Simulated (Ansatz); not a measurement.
CdS: geometry relaxation (part 1 of 3)

System: CdS (slab, 16 atoms in the cell).
Method: DFT PBE+D3(BJ), scalar-relativistic, plane waves, PAW, no spin polarisation (Ansatz 0.2.0).

The structure derives from an entry of the Crystallography Open Database. The input holds or restrains some coordinates. Forces given for the steps count only the free coordinates. It belongs to a series of runs on one base structure; here: clean slab, lower planes held. Figures and captions count atoms from 1; the log counts them from 0 in places.

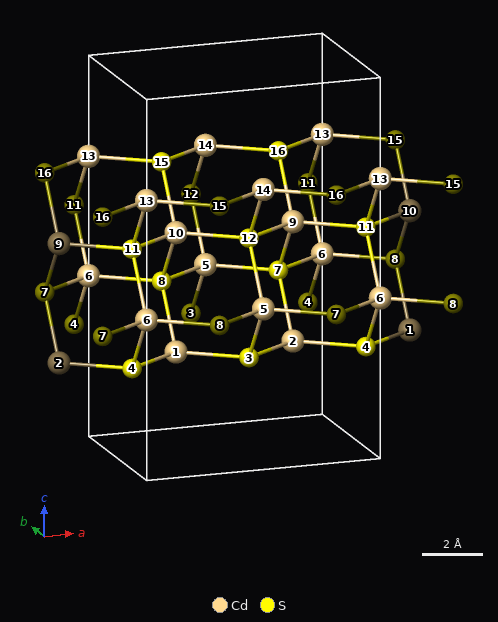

The starting structure (ball-and-stick view of the cell of the calculation, with the vacuum cut short, seen slightly off an axis; neighbours outside the cell are drawn fainter; atoms are numbered from 1 in the order of the input). An atom can appear more than once, as a periodic image. Near neighbours in the periodic cell (some may lie outside the picture): Cd has 3 S at 2.53 Å; S has 3 Cd at 2.53 Å; Cd has 4 S at 2.53 Å; S has 4 Cd at 2.53 Å.

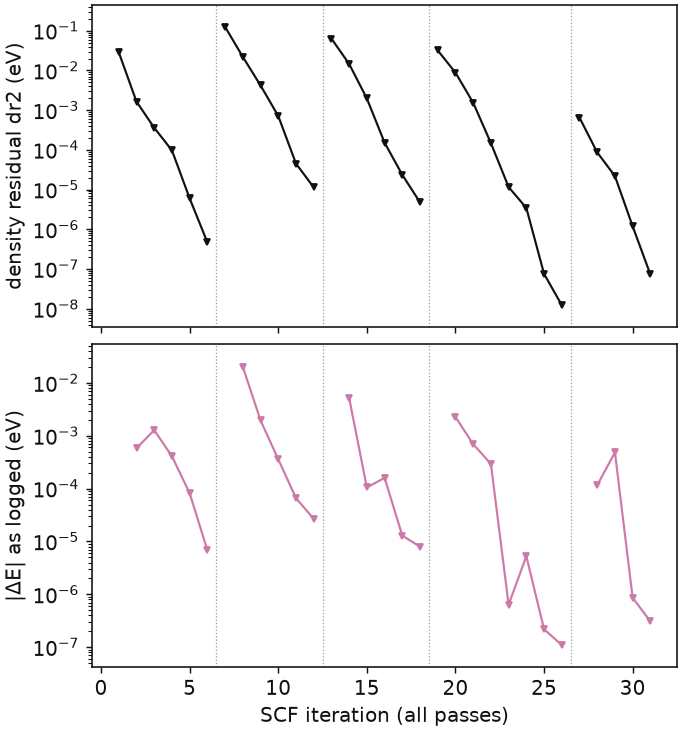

Convergence of the self-consistent field: density residual dr2 and size of the energy change against the SCF iteration. The dotted lines part the SCF passes of the relaxation: geometry steps, rejected trials and re-solves on a re-selected basis. The 5 passes take 5 to 8 iterations each, 31 in all.

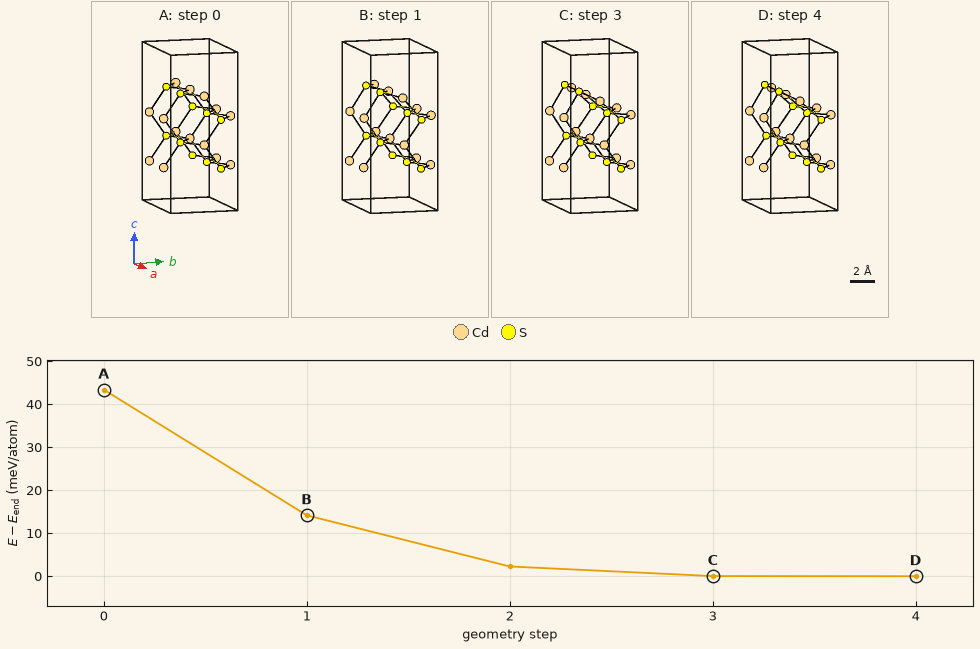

Frames of the restrained relaxation (ball-and-stick view of the cell of the calculation, with the vacuum cut short (origin shifted), seen slightly off an axis) above the curves, on which the letters mark them (the first geometry is step 0 here and step 1 in the log).

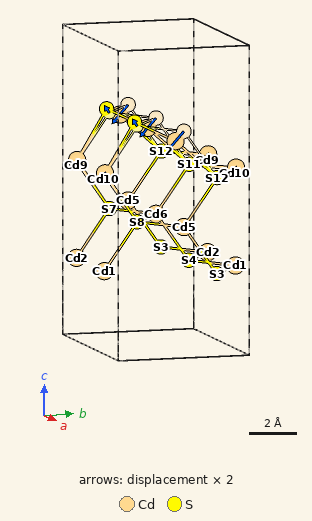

Start (faint) and end (solid) with the displacements as blue arrows, magnified 2 times (ball-and-stick view of the cell of the calculation, with the vacuum cut short (origin shifted), seen slightly off an axis). The largest moves, 0.55 Å, are those of Cd13 and Cd14. Largest moves by element: Cd 0.55 Å, S 0.21 Å. The lattice vectors keep their values. Among the contacts that change: Cd13–S15 2.534 → 2.468 Å, S7–Cd9 2.534 → 2.590 Å, S11–Cd13 2.534 → 2.483 Å, Cd5–S12 2.534 → 2.552 Å. Among the angles that change: Cd10–S15–Cd13 109.5° → 93.0°, Cd5–S12–Cd14 109.5° → 96.1°, S11–Cd13–S15 109.5° → 121.7°. After 4 geometry steps the energy has fallen by 43.4 meV per atom. Largest force component: 0.83 eV/Å at the start, 0.013 eV/Å at the end. (Atoms are counted from 1 in the order of the input.)

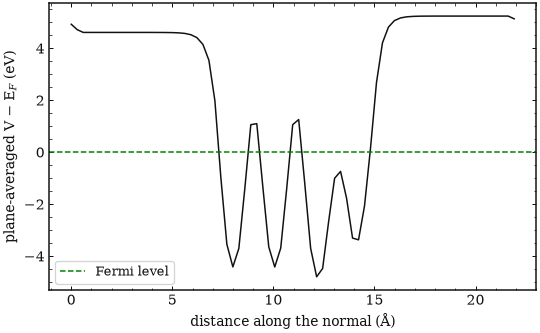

Plane average of the electrostatic potential energy of an electron across the cell, from the Fermi level. The vacuum level lies 5.24 eV above the Fermi level on the upper side and 4.61 eV on the lower.

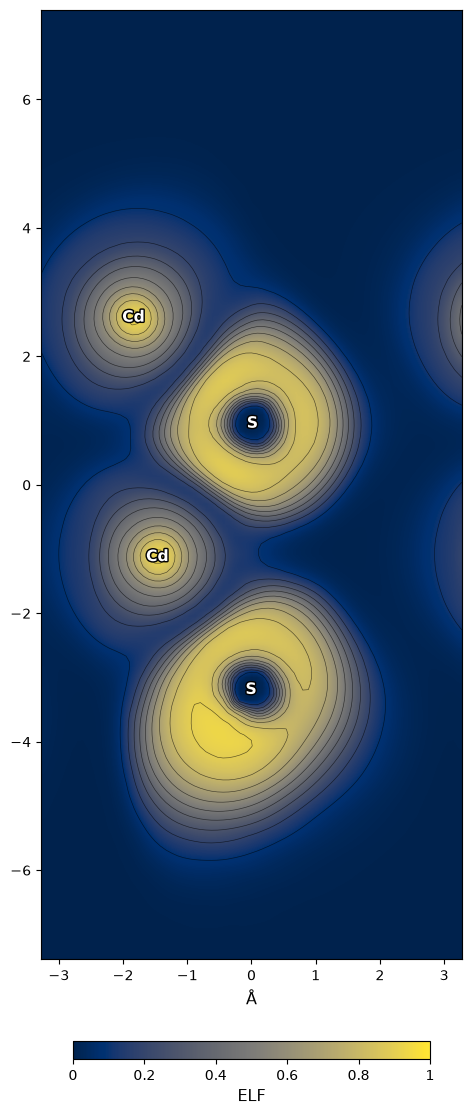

Electron localisation function on the (100) plane of the calculation cell, a cut from vacuum to vacuum. Cd–S (2.48 Å): the ELF is about 0.35 at the midpoint. Cd–S (2.53 Å): the ELF is about 0.30 at the midpoint. The strong features right at Cd lie inside the PAW spheres (semicore, d or f shells) and say nothing about bonding. The fields are those of the smooth PAW valence density.

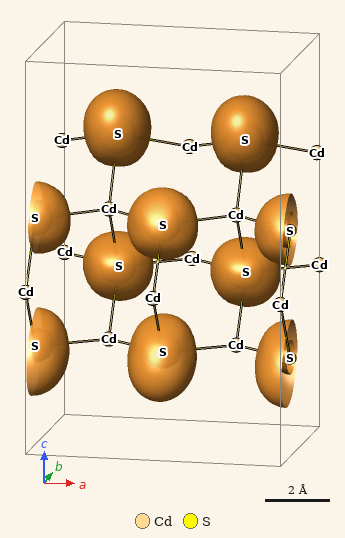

Isosurface of the electron localisation function at 0.75 (orange), seen slightly off an axis. Core shells and regions of very low density are left out. Sticks mark near contacts. Profiles from the grid: Cd–S (2.47 Å): the ELF is about 0.35 at the midpoint. Cd–S (2.53 Å): the ELF is about 0.35 at the midpoint.

The input and output of the run follow.

Input file
```yaml
crystal:
  lattice:
    - [8.2750818194, 0.0, 0.0]
    - [0.0, 5.8513664694, 0.0]
    - [0.0, 0.0, 22.2063113646]
  atoms:
    - { symbol: Cd, position: [0.25, 0.5, 0.3602579406] }
    - { symbol: Cd, position: [0.75, 0.5, 0.3602579406] }
    - { symbol: S, position: [0.5, 0.25, 0.3602579406] }
    - { symbol: S, position: [0.0, 0.25, 0.3602579406] }
    - { symbol: Cd, position: [0.5, 0.0, 0.4534193135] }
    - { symbol: Cd, position: [0.0, 0.0, 0.4534193135] }
    - { symbol: S, position: [0.75, 0.75, 0.4534193135] }
    - { symbol: S, position: [0.25, 0.75, 0.4534193135] }
    - { symbol: Cd, position: [0.75, 0.5, 0.5465806865] }
    - { symbol: Cd, position: [0.25, 0.5, 0.5465806865] }
    - { symbol: S, position: [0.0, 0.25, 0.5465806865] }
    - { symbol: S, position: [0.5, 0.25, 0.5465806865] }
    - { symbol: Cd, position: [0.0, 0.0, 0.6397420594] }
    - { symbol: Cd, position: [0.5, 0.0, 0.6397420594] }
    - { symbol: S, position: [0.25, 0.75, 0.6397420594] }
    - { symbol: S, position: [0.75, 0.75, 0.6397420594] }
basis:
  ecutwfc: 420
kpoints:
  mp_grid: { grid: [2, 3, 1] }
hamiltonian:
  xc: pbe
  dispersion: d3bj
scf:
  occupations: { method: gaussian, width: 0.05 }
output:
  forces: true
  eigenvalues: true
  write_density: true
  write_potential: true
  elf: true
  volumetric_format: npy
relax:
  adjacent_minimum: "off"
  f_tol: 0.03
  max_steps: 70
  constraints: [{ sites: [0, 1, 2, 3, 4, 5, 6, 7] }]
efield:
  axis: 3
  dipole_correction: true
  ramp_width: 0.04
```

Run as:
```bash
ansatz run input.yaml --threads 4 --pin off --max-ram 12288MiB --backend cpu --events-out ev --progress --plain --runs-dir out
```

Log
```
Engine: ansatz 0.2.0, x86_64-unknown-linux-gnu
Pseudopotentials: kind: paw
Pseudopotential: Cd, paw, valence charge 20, recommended cutoff 420 eV (normal), Cd.paw.azcp
Pseudopotential: S, paw, valence charge 6, recommended cutoff 420 eV (normal), S.paw.azcp
Functional definition: PBE
  parameter kappa = 0.804
  parameter beta = 0.06672455060314922
  exchange = pbe_x(kappa = kappa, mu = beta*pi^2/3)
  correlation = pbe_c(beta = beta)
Crystal: 16 atoms, lattice volume = 1075.242 Å³
Basis set: ecut = 420 eV, 21003 PW (Γ), exchange–correlation on 120×80×300 points (8 copies of the dense FFT grid, shifted against one another)
Bands: 125, of which v1, the nominal top of the filled ones, is band 104 counted from 1 (103 counted from 0)
Symmetry: 4 space group operations
k-points: 4 of 6 (time reversal used)
Non-local potential: Cd, projectors of the file, l = 0: 3, l = 1: 2, l = 2: 2, l = 3: 1
Non-local potential: S, projectors of the file, l = 0: 2, l = 1: 2, l = 2: 2
PAW form: soft (Blöchl's): semilocal exchange-correlation on the pseudo side does not see the compensation charge
PAW one-centre angular grid: Cd, 590 points (default); XC on 64 Gauss nodes
PAW one-centre angular grid: S, 110 points (default); XC on 64 Gauss nodes
Initial density: superposition of atomic densities (neutral atoms: chi_scale 0, normalization atom), corrected by the library's trained network
Initial wavefunctions: pseudopotential atomic-orbital guess
Functional: x = pbe(κ = 0.804, μ = 0.2195149727645171), c = pbe(β = 0.06672455060314922)
SCF iter   1: F=—  HF=-73262.511329 eV  |F-HF|=—  |Δ(HF+E_count)|=         —  Δρ=8.38e-4  dr2=2.86e-2  ethr=1.77e-3  p=0.000 e·Å  D=5.55e-14 V/Å  ΔV_dip=-0.00 eV  dr2_dipole=9.31e-9  V_vac-E_F(+/−)=4.66/4.66 eV  ⟨swp⟩=7.5  Hψ=2109  notcnv=0  defer=32
efield: sawtooth ramp at fractional position 0.9800 (placed from the atoms, in the widest stretch of the axis that holds none; the zero of the levels goes with the place), width 0.0400; the density the first Hamiltonian is built on has a dipole p = 0.000 e·Å; the dipole correction subtracts the counter field D = 5.55e-14 V/Å, which shifts the + side's vacuum level by -0.00 eV against the − side's; the planar-averaged density in the ramp window peaks in size at 5.8e-6 e/Å³
preconditioner: auto → Resta (q_TF=auto, 2.075 Å⁻¹)  ε∞=2.6  [insulator: Δε(μ)=1.116 eV  Ē_g=10.670 eV  σ=0.050 eV  W_gap=1.00  n_scr=156 (ndim 8)  ℏωp=13.6 eV  f_vac=0.597  D(μ)=0.00/eV (n_scr^D=0)  ε∞_Penn≈2.6  vacuum switching on, ρ_ref=8.3e-3 e/Å³]
SCF iter   2: F=—  HF=-73262.510749 eV  |F-HF|=—  |Δ(HF+E_count)|=   5.81e-4  Δρ=3.84e-4  dr2=1.64e-3  ethr=1.37e-5  p=0.000 e·Å  D=1.19e-5 V/Å  ΔV_dip=-0.00 eV  dr2_dipole=1.56e-8  V_vac-E_F(+/−)=4.69/4.69 eV  ⟨swp⟩=2.8  Hψ=854  notcnv=0  defer=58
SCF iter   3: F=—  HF=-73262.512032 eV  |F-HF|=—  |Δ(HF+E_count)|=   1.28e-3  Δρ=1.78e-4  dr2=3.60e-4  ethr=7.87e-7  p=-0.000 e·Å  D=-2.13e-6 V/Å  ΔV_dip=0.00 eV  dr2_dipole=2.62e-9  V_vac-E_F(+/−)=4.68/4.68 eV  ⟨swp⟩=2.0  Hψ=624  notcnv=0  defer=58
SCF iter   4: F=—  HF=-73262.512441 eV  |F-HF|=—  |Δ(HF+E_count)|=   4.09e-4  Δρ=9.23e-5  dr2=9.71e-5  ethr=1.73e-7  p=0.000 e·Å  D=1.57e-5 V/Å  ΔV_dip=-0.00 eV  dr2_dipole=3.92e-8  V_vac-E_F(+/−)=4.68/4.68 eV  ⟨swp⟩=2.0  Hψ=523  notcnv=0  defer=58
iter 5 did not close the SCF: its close was put off for the readings that it lacked (scf_convergence_deferred on its scf_iter line)
SCF iter   5: F=-73262.512529 eV  HF=-73262.512523 eV  |F-HF|=5.61e-6  |Δ(HF+E_count)|=   8.19e-5  Δρ=2.13e-5  dr2=6.00e-6  ethr=4.67e-8  p=-0.000 e·Å  D=-1.17e-5 V/Å  ΔV_dip=0.00 eV  dr2_dipole=2.04e-8  V_vac-E_F(+/−)=4.67/4.67 eV  ⟨swp⟩=2.0  Hψ=720  notcnv=0  defer=58
SCF iter   6: F=-73262.512530 eV  HF=-73262.512530 eV  |F-HF|=9.84e-8  |Δ(HF+E_count)|=   6.83e-6  Δρ=5.53e-6  dr2=4.69e-7  ethr=2.88e-9  p=0.000 e·Å  D=1.82e-5 V/Å  ΔV_dip=-0.00 eV  dr2_dipole=4.98e-8  V_vac-E_F(+/−)=4.67/4.67 eV  ⟨swp⟩=20.8  Hψ=4542  notcnv=0
SCF 1 converged in 6 iterations: F = -73262.512530 eV  dr2 = 4.69e-7
  greatest PAW one-centre occupation: 1.000 electrons in one spin orbital (limit 2), on the Cd atom at site 9 (counted from 0), in its partial waves of l = 0
relax step   1: F+E_penalty+E_count = -73262.51252970 eV  Δ(F+E_penalty+E_count) = +0.000e0 eV  max|allowed force component| = 8.263e-1 eV/Å  Δτ_max = 0.0000 Å  (6 SCF iters, dr2 threshold 2.25e-5 eV, accepted)
Initial density: handed on by an earlier stage of this run
Initial wavefunctions: those handed on with the density
iter 1 solved again at ethr=6.23e-5 eV; its pass at ethr=3.10e-3 eV (dr2=1.30e-1 eV) is discarded
```
